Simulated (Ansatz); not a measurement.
## Geometry relaxation, with input and output: TaN (part 1 of 2)

The run: geometry relaxation of TaN (P6₃/mmc, 4 atoms in the cell). Method and program: DFT PBE, scalar-relativistic, plane waves, PAW, no spin polarisation (Ansatz 0.2.0).

The structure derives from an entry of the Crystallography Open Database. Figures and captions count atoms from 1; the log counts them from 0 in places.

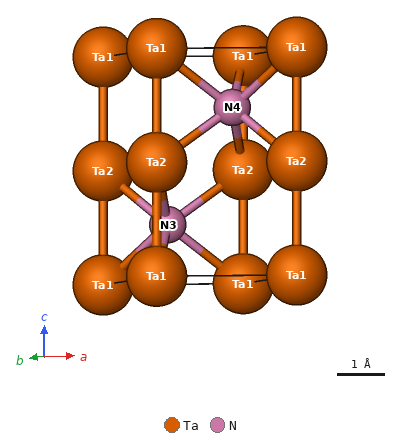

Figure 1. The input geometry (ball-and-stick view of the cell of the calculation, seen at an oblique angle; atoms are numbered from 1 in the order of the input). An atom can appear more than once, as a periodic image.

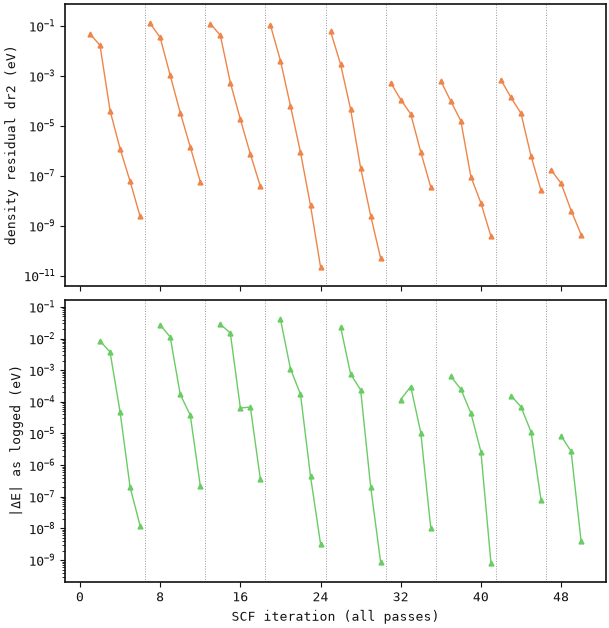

Figure 2. Convergence of the self-consistent field: density residual dr2 and size of the energy change against the SCF iteration. The dotted lines part the SCF passes of the relaxation: geometry steps, rejected trials and re-solves on a re-selected basis. The 9 passes take 4 to 6 iterations each, 50 in all.

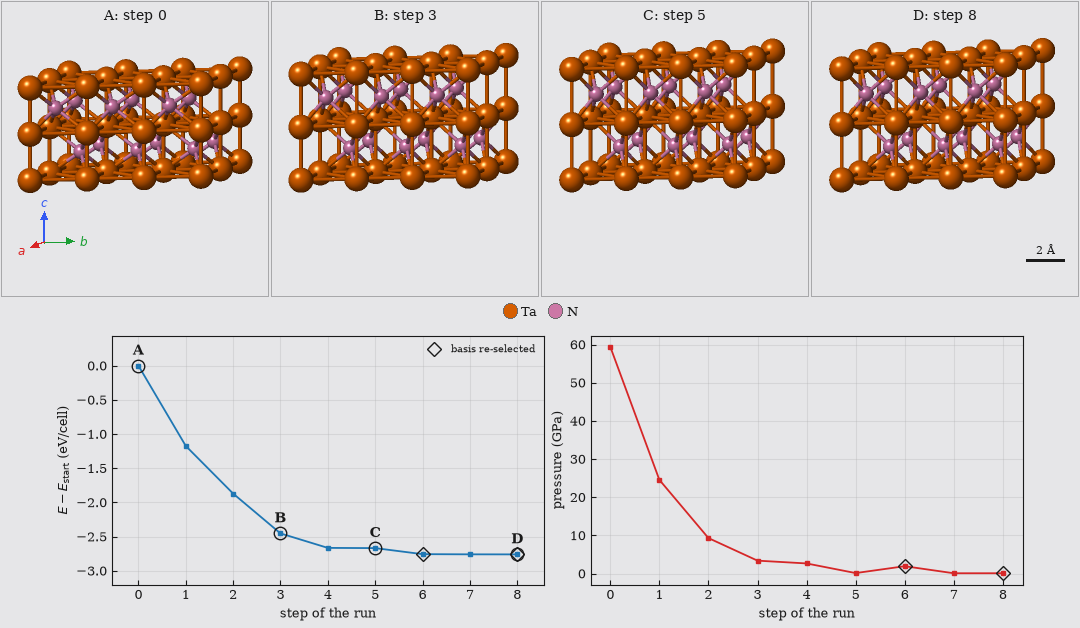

Figure 3. Frames of the relaxation (ball-and-stick view of the cell of the calculation, repeated 2 × 3 × 1, seen slightly off an axis) above the curves, on which the letters mark them (the first geometry is step 0 here and step 1 in the log).

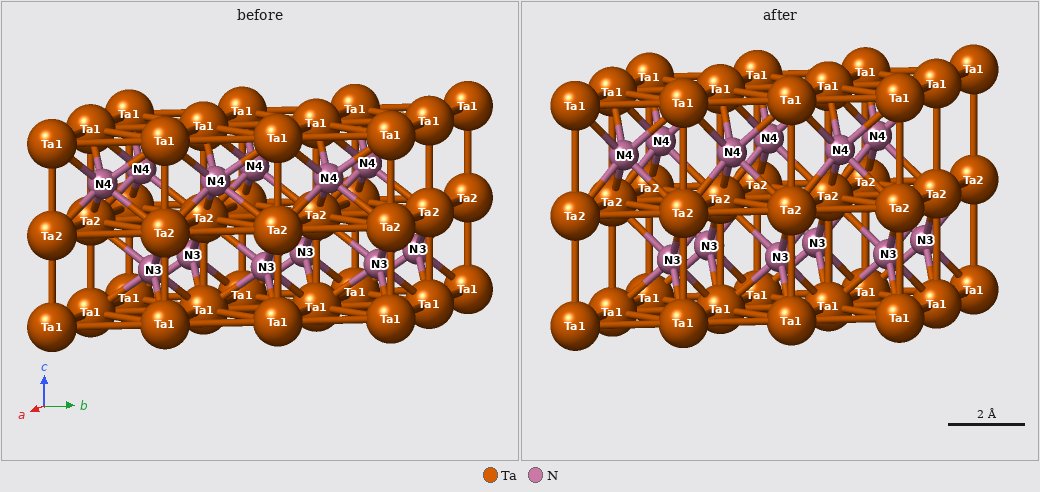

Figure 4. Before (left) and after (right) the relaxation, at one scale (ball-and-stick view of the cell of the calculation, repeated 2 × 3 × 1, seen slightly off an axis). The atoms keep their places relative to the cell (all moves are under 0.005 Å). The drawn cell changes as follows: a = b 3.048 → 2.918 Å (−4.3 %), c 4.918 → 5.906 Å (+20.1 %); the volume changes by +10.1 %. Among the contacts that change: Ta1–Ta2 2.459 → 2.953 Å, Ta1–Ta1 3.048 → 2.918 Å, Ta1–N3 2.147 → 2.240 Å. Among the angles that change: Ta1–N4–Ta2 69.9° → 82.5°, Ta1–N4–Ta1 90.5° → 81.3°, Ta1–N4–Ta2 131.6° → 135.8°. The space group stays P6_3/mmc (No. 194). After 6 geometry steps the energy has fallen by 2.759 eV per cell of the calculation. All forces vanish by symmetry, so only the cell relaxes. The pressure goes from 59.40 to 0.09 GPa. The basis was re-selected once at an unchanged geometry, which shifts the energy a little without any move. The energy change given includes the shifts at the re-selections in mid-walk, which come without any move. A last SCF at the same geometry on a re-selected plane-wave basis shifts the energy by −0.8 meV per cell of the calculation. (Atoms are counted from 1 in the order of the input.)

The input and output of the run follow.

**Input**
```yaml
crystal:
  lattice:
    - [3.0480019786, 0.0, 0.0]
    - [-1.5240009893, 2.6396471442, 0.0]
    - [0.0, 0.0, 4.918]
  atoms:
    - { symbol: Ta, position: [0.0, 0.0, 0.0] }
    - { symbol: Ta, position: [0.0, 0.0, 0.5] }
    - { symbol: "N", position: [0.3333333333, 0.6666666667, 0.25] }
    - { symbol: "N", position: [0.6666666667, 0.3333333333, 0.75] }
basis:
  ecutwfc: 420
kpoints:
  mp_grid: { grid: [6, 6, 4] }
hamiltonian:
  xc: pbe
scf:
  occupations: { method: gaussian, width: 0.1 }
output:
  forces: true
  stress: true
  eigenvalues: true
relax:
  adjacent_minimum: "off"
  f_tol: 0.05
  max_steps: 80
  cell: { stress_tol: 0.5 }
```

Command:
```bash
ansatz run input.yaml --threads 4 --pin off --max-ram 10240MiB --backend cpu --events-out ev --progress --plain --runs-dir out
```

**The program's output**
```
Engine: ansatz 0.2.0, x86_64-unknown-linux-gnu
Pseudopotentials: kind: paw
Pseudopotential: Ta, paw, valence charge 13, recommended cutoff 420 eV (normal), Ta.paw.azcp
Pseudopotential: N, paw, valence charge 5, recommended cutoff 420 eV (normal), N.paw.azcp
Functional definition: PBE
  parameter kappa = 0.804
  parameter beta = 0.06672455060314922
  exchange = pbe_x(kappa = kappa, mu = beta*pi^2/3)
  correlation = pbe_c(beta = beta)
Crystal: 4 atoms, lattice volume = 39.569 Å³
Basis set: ecut = 420 eV, 785 PW (Γ), exchange–correlation on 48×48×72 points (8 copies of the dense FFT grid, shifted against one another)
Bands: 22, of which v1, the nominal top of the filled ones, is band 18 counted from 1 (17 counted from 0)
Symmetry: 24 space group operations
Space group: P63/mmc (ITA 194), of the structure as read, at distance tolerance 3.4e-5 Å
k-points: 21 of 144
Non-local potential: Ta, projectors of the file, l = 0: 3, l = 1: 2, l = 2: 2, l = 3: 1
Non-local potential: N, projectors of the file, l = 0: 2, l = 1: 2, l = 2: 1
PAW form: soft (Blöchl's): semilocal exchange-correlation on the pseudo side does not see the compensation charge
PAW one-centre angular grid: Ta, 590 points (default); XC on 64 Gauss nodes
PAW one-centre angular grid: N, 110 points (default); XC on 64 Gauss nodes
Initial density: superposition of atomic densities (neutral atoms: chi_scale 0, normalization atom), corrected by the library's trained network
Initial wavefunctions: pseudopotential atomic-orbital guess
Functional: x = pbe(κ = 0.804, μ = 0.2195149727645171), c = pbe(β = 0.06672455060314922)
SCF iter   1: F=—  HF=-20633.479985 eV  |F-HF|=—  |Δ(HF+E_count)|=         —  Δρ=1.59e-2  dr2=4.84e-2  ethr=1.77e-3  ⟨swp⟩=5.6  Hψ=4604  notcnv=0  defer=6
automatic band count: the SCF goes on with 26 bands, as 22 were too few: the levels above may hold too much charge
preconditioner: auto → Kerker (q_TF=auto, 2.686 Å⁻¹)  [metal: Δε(μ)=0.051 eV  Ē_g=11.907 eV  σ=0.100 eV  W_gap=0.27  n_scr=10 (ndim 8)  ℏωp=26.4 eV  f_vac=0.000  D(μ)=2.57/eV (n_scr^D=22)]
SCF iter   2: F=—  HF=-20633.471622 eV  |F-HF|=—  |Δ(HF+E_count)|=   8.36e-3  Δρ=9.15e-3  dr2=1.65e-2  ethr=1.35e-4  ⟨swp⟩=1.0  Hψ=714  notcnv=0  defer=6
SCF iter   3: F=—  HF=-20633.467856 eV  |F-HF|=—  |Δ(HF+E_count)|=   3.77e-3  Δρ=6.06e-4  dr2=4.07e-5  ethr=4.58e-5  ⟨swp⟩=2.4  Hψ=781  notcnv=0  defer=6
SCF iter   4: F=—  HF=-20633.467905 eV  |F-HF|=—  |Δ(HF+E_count)|=   4.84e-5  Δρ=6.95e-5  dr2=1.21e-6  ethr=1.13e-7  ⟨swp⟩=2.4  Hψ=822  notcnv=0  defer=6
iter 5 did not close the SCF: its close was put off for the readings that it lacked (scf_convergence_deferred on its scf_iter line)
SCF iter   5: F=-20633.467905 eV  HF=-20633.467905 eV  |F-HF|=4.69e-9  |Δ(HF+E_count)|=   2.00e-7  Δρ=1.54e-5  dr2=5.99e-8  ethr=3.36e-9  ⟨swp⟩=2.5  Hψ=762  notcnv=0  defer=6
SCF iter   6: F=-20633.467905 eV  HF=-20633.467905 eV  |F-HF|=1.09e-11  |Δ(HF+E_count)|=   1.21e-8  Δρ=2.64e-6  dr2=2.35e-9  ethr=1.66e-10  ⟨swp⟩=6.0  Hψ=2094  notcnv=0
SCF 1 converged in 6 iterations: F = -20633.467905 eV  dr2 = 2.35e-9
  greatest PAW one-centre occupation: 0.999 electrons in one spin orbital (limit 2), on the Ta atom at site 1 (counted from 0), in its partial waves of l = 0
relax step   1: F+E_penalty+E_count = -20633.46790510 eV  Δ(F+E_penalty+E_count) = +0.000e0 eV  max|allowed force component| = 2.035e-16 eV/Å  Δτ_max = 0.0000 Å  P = +59.399 GPa  Ω = 39.569 Å³  (6 SCF iters, dr2 threshold 1.00e-7 eV, accepted)
Crystal: 4 atoms, lattice volume = 42.193 Å³
Basis set: ecut = 420 eV, 809 PW (Γ), exchange–correlation on 48×48×72 points (8 copies of the dense FFT grid, shifted against one another)
Bands: 26, of which v1, the nominal top of the filled ones, is band 18 counted from 1 (17 counted from 0)
Initial density: handed on by an earlier stage of this run
Initial wavefunctions: those handed on with the density
iter 1 solved again at ethr=3.42e-4 eV; its pass at ethr=3.10e-3 eV (dr2=1.23e-1 eV) is discarded
SCF iter   1: F=—  HF=-20634.680253 eV  |F-HF|=—  |Δ(HF+E_count)|=         —  Δρ=1.66e-2  dr2=1.26e-1  ethr=3.42e-4  ⟨swp⟩=1.1  Hψ=2866  notcnv=0
preconditioner: auto → Kerker (q_TF=auto, 2.657 Å⁻¹)  [metal: Δε(μ)=0.056 eV  Ē_g=11.266 eV  σ=0.100 eV  W_gap=0.31  n_scr=22 (ndim 8)  ℏωp=25.6 eV  f_vac=0.000  D(μ)=2.97/eV (n_scr^D=34)]
SCF iter   2: F=—  HF=-20634.653244 eV  |F-HF|=—  |Δ(HF+E_count)|=   2.70e-2  Δρ=8.21e-3  dr2=3.44e-2  ethr=3.42e-4  ⟨swp⟩=1.0  Hψ=551  notcnv=0
SCF iter   3: F=—  HF=-20634.642062 eV  |F-HF|=—  |Δ(HF+E_count)|=   1.12e-2  Δρ=1.47e-3  dr2=1.05e-3  ethr=9.55e-5  ⟨swp⟩=2.4  Hψ=729  notcnv=0
SCF iter   4: F=—  HF=-20634.641889 eV  |F-HF|=—  |Δ(HF+E_count)|=   1.72e-4  Δρ=3.44e-4  dr2=3.37e-5  ethr=2.91e-6  ⟨swp⟩=2.5  Hψ=825  notcnv=0
SCF iter   5: F=—  HF=-20634.641928 eV  |F-HF|=—  |Δ(HF+E_count)|=   3.82e-5  Δρ=6.00e-5  dr2=1.45e-6  ethr=9.37e-8  ⟨swp⟩=2.2  Hψ=717  notcnv=0
SCF iter   6: F=-20634.641928 eV  HF=-20634.641928 eV  |F-HF|=1.04e-8  |Δ(HF+E_count)|=   2.26e-7  Δρ=1.13e-5  dr2=5.81e-8  ethr=1.11e-9  ⟨swp⟩=5.4  Hψ=2114  notcnv=0
SCF 2 converged in 6 iterations: F = -20634.641928 eV  dr2 = 5.81e-8
relax step   2: F+E_penalty+E_count = -20634.64192774 eV  Δ(F+E_penalty+E_count) = -1.174e0 eV  max|allowed force component| = 5.089e-17 eV/Å  Δτ_max = 0.0000 Å  P = +24.552 GPa  Ω = 42.193 Å³  energy of the carried Pulay correction = -8.848e-3 eV  (6 SCF iters, dr2 threshold 4.00e-7 eV, accepted)
Crystal: 4 atoms, lattice volume = 43.315 Å³
Basis set: ecut = 420 eV, 859 PW (Γ), exchange–correlation on 48×48×72 points (8 copies of the dense FFT grid, shifted against one another)
iter 1 solved again at ethr=3.38e-4 eV; its pass at ethr=3.10e-3 eV (dr2=1.22e-1 eV) is discarded
SCF iter   1: F=—  HF=-20635.382033 eV  |F-HF|=—  |Δ(HF+E_count)|=         —  Δρ=1.56e-2  dr2=1.23e-1  ethr=3.38e-4  ⟨swp⟩=1.1  Hψ=3005  notcnv=0
preconditioner: auto → Kerker (q_TF=auto, 2.645 Å⁻¹)  [metal: Δε(μ)=0.044 eV  Ē_g=11.021 eV  σ=0.100 eV  W_gap=0.24  n_scr=10 (ndim 8)  ℏωp=25.2 eV  f_vac=0.000  D(μ)=2.79/eV (n_scr^D=34)]
SCF iter   2: F=—  HF=-20635.353646 eV  |F-HF|=—  |Δ(HF+E_count)|=   2.84e-2  Δρ=8.77e-3  dr2=4.23e-2  ethr=3.38e-4  ⟨swp⟩=1.0  Hψ=546  notcnv=0
SCF iter   3: F=—  HF=-20635.338737 eV  |F-HF|=—  |Δ(HF+E_count)|=   1.49e-2  Δρ=1.21e-3  dr2=5.38e-4  ethr=1.18e-4  ⟨swp⟩=2.8  Hψ=920  notcnv=0
SCF iter   4: F=—  HF=-20635.338673 eV  |F-HF|=—  |Δ(HF+E_count)|=   6.40e-5  Δρ=2.63e-4  dr2=1.84e-5  ethr=1.49e-6  ⟨swp⟩=2.3  Hψ=757  notcnv=0
SCF iter   5: F=—  HF=-20635.338605 eV  |F-HF|=—  |Δ(HF+E_count)|=   6.83e-5  Δρ=4.50e-5  dr2=7.34e-7  ethr=5.10e-8  ⟨swp⟩=2.1  Hψ=832  notcnv=0
SCF iter   6: F=-20635.338605 eV  HF=-20635.338605 eV  |F-HF|=7.20e-10  |Δ(HF+E_count)|=   3.52e-7  Δρ=9.15e-6  dr2=3.76e-8  ethr=1.11e-9  ⟨swp⟩=5.2  Hψ=2090  notcnv=0
SCF 3 converged in 6 iterations: F = -20635.338605 eV  dr2 = 3.76e-8
relax step   3: F+E_penalty+E_count = -20635.33860522 eV  Δ(F+E_penalty+E_count) = -6.967e-1 eV  max|allowed force component| = 9.252e-17 eV/Å  Δτ_max = 0.0000 Å  P = +9.300 GPa  Ω = 43.315 Å³  energy of the carried Pulay correction = -1.243e-2 eV  (6 SCF iters, dr2 threshold 4.00e-7 eV, accepted)
Crystal: 4 atoms, lattice volume = 43.394 Å³
Basis set: ecut = 420 eV, 835 PW (Γ), exchange–correlation on 48×48×72 points (8 copies of the dense FFT grid, shifted against one another)
iter 1 solved again at ethr=2.94e-4 eV; its pass at ethr=3.10e-3 eV (dr2=1.06e-1 eV) is discarded
SCF iter   1: F=—  HF=-20635.963717 eV  |F-HF|=—  |Δ(HF+E_count)|=         —  Δρ=1.39e-2  dr2=1.07e-1  ethr=2.94e-4  ⟨swp⟩=1.2  Hψ=3023  notcnv=0
preconditioner: auto → none  [insulator: Δε(μ)=0.140 eV  Ē_g=10.988 eV  σ=0.100 eV  W_gap=0.67  n_scr=10 (ndim 8)  ℏωp=25.2 eV  f_vac=0.000  D(μ)=1.36/eV (n_scr^D=4)  ε∞_Penn≈6.3]
SCF iter   2: F=—  HF=-20635.922381 eV  |F-HF|=—  |Δ(HF+E_count)|=   4.13e-2  Δρ=3.12e-3  dr2=4.06e-3  ethr=2.94e-4  ⟨swp⟩=2.8  Hψ=919  notcnv=0
SCF iter   3: F=—  HF=-20635.921278 eV  |F-HF|=—  |Δ(HF+E_count)|=   1.10e-3  Δρ=6.88e-4  dr2=6.30e-5  ethr=1.13e-5  ⟨swp⟩=2.5  Hψ=881  notcnv=0
SCF iter   4: F=—  HF=-20635.921105 eV  |F-HF|=—  |Δ(HF+E_count)|=   1.74e-4  Δρ=7.28e-5  dr2=8.72e-7  ethr=1.75e-7  ⟨swp⟩=2.3  Hψ=858  notcnv=0
iter 5 did not close the SCF: its close was put off for the readings that it lacked (scf_convergence_deferred on its scf_iter line)
SCF iter   5: F=-20635.921105 eV  HF=-20635.921105 eV  |F-HF|=2.33e-9  |Δ(HF+E_count)|=   4.45e-7  Δρ=5.97e-6  dr2=6.46e-9  ethr=2.42e-9  ⟨swp⟩=2.7  Hψ=907  notcnv=0
SCF iter   6: F=-20635.921105 eV  HF=-20635.921105 eV  |F-HF|=3.64e-12  |Δ(HF+E_count)|=   3.30e-9  Δρ=3.10e-7  dr2=2.24e-11  ethr=1.79e-11  ⟨swp⟩=1.4  Hψ=1508  notcnv=0
SCF 4 converged in 6 iterations: F = -20635.921105 eV  dr2 = 2.24e-11
relax step   4: F+E_penalty+E_count = -20635.92110496 eV  Δ(F+E_penalty+E_count) = -5.825e-1 eV  max|allowed force component| = 4.533e-16 eV/Å  Δτ_max = 0.0000 Å  P = +3.386 GPa  Ω = 43.394 Å³  energy of the carried Pulay correction = -1.262e-2 eV  (6 SCF iters, dr2 threshold 4.00e-7 eV, accepted)
Crystal: 4 atoms, lattice volume = 43.008 Å³
iter 1 solved again at ethr=1.68e-4 eV; its pass at ethr=3.10e-3 eV (dr2=6.04e-2 eV) is discarded
SCF iter   1: F=—  HF=-20636.157699 eV  |F-HF|=—  |Δ(HF+E_count)|=         —  Δρ=1.09e-2  dr2=6.11e-2  ethr=1.68e-4  ⟨swp⟩=1.2  Hψ=3086  notcnv=0
preconditioner: auto → none  [insulator: Δε(μ)=0.183 eV  Ē_g=10.994 eV  σ=0.100 eV  W_gap=0.53  n_scr=10 (ndim 8)  ℏωp=25.3 eV  f_vac=0.000  D(μ)=1.72/eV (n_scr^D=10)  ε∞_Penn≈6.3]
SCF iter   2: F=—  HF=-20636.134079 eV  |F-HF|=—  |Δ(HF+E_count)|=   2.36e-2  Δρ=2.91e-3  dr2=2.92e-3  ethr=1.68e-4  ⟨swp⟩=2.8  Hψ=890  notcnv=0
SCF iter   3: F=—  HF=-20636.133320 eV  |F-HF|=—  |Δ(HF+E_count)|=   7.59e-4  Δρ=6.45e-4  dr2=4.59e-5  ethr=8.12e-6  ⟨swp⟩=2.7  Hψ=873  notcnv=0
SCF iter   4: F=—  HF=-20636.133081 eV  |F-HF|=—  |Δ(HF+E_count)|=   2.38e-4  Δρ=4.25e-5  dr2=2.08e-7  ethr=1.11e-9  ⟨swp⟩=4.7  Hψ=2792  notcnv=0
iter 5 did not close the SCF: its close was put off for the readings that it lacked (scf_convergence_deferred on its scf_iter line)
SCF iter   5: F=-20636.133082 eV  HF=-20636.133082 eV  |F-HF|=5.68e-10  |Δ(HF+E_count)|=   2.09e-7  Δρ=3.69e-6  dr2=2.54e-9  ethr=5.77e-10  ⟨swp⟩=2.3  Hψ=749  notcnv=0
SCF iter   6: F=-20636.133082 eV  HF=-20636.133082 eV  |F-HF|=1.82e-11  |Δ(HF+E_count)|=  8.44e-10  Δρ=4.26e-7  dr2=4.92e-11  ethr=7.07e-12  ⟨swp⟩=1.0  Hψ=1477  notcnv=0
SCF 5 converged in 6 iterations: F = -20636.133082 eV  dr2 = 4.92e-11
relax step   5: F+E_penalty+E_count = -20636.13308159 eV  Δ(F+E_penalty+E_count) = -2.120e-1 eV  max|allowed force component| = 4.441e-16 eV/Å  Δτ_max = 0.0000 Å  P = +2.654 GPa  Ω = 43.008 Å³  energy of the carried Pulay correction = -1.133e-2 eV  (6 SCF iters, dr2 threshold 4.00e-7 eV, accepted)
Crystal: 4 atoms, lattice volume = 43.342 Å³
iter 1 solved again at ethr=1.46e-6 eV; its pass at ethr=3.10e-3 eV (dr2=5.27e-4 eV) is discarded
```
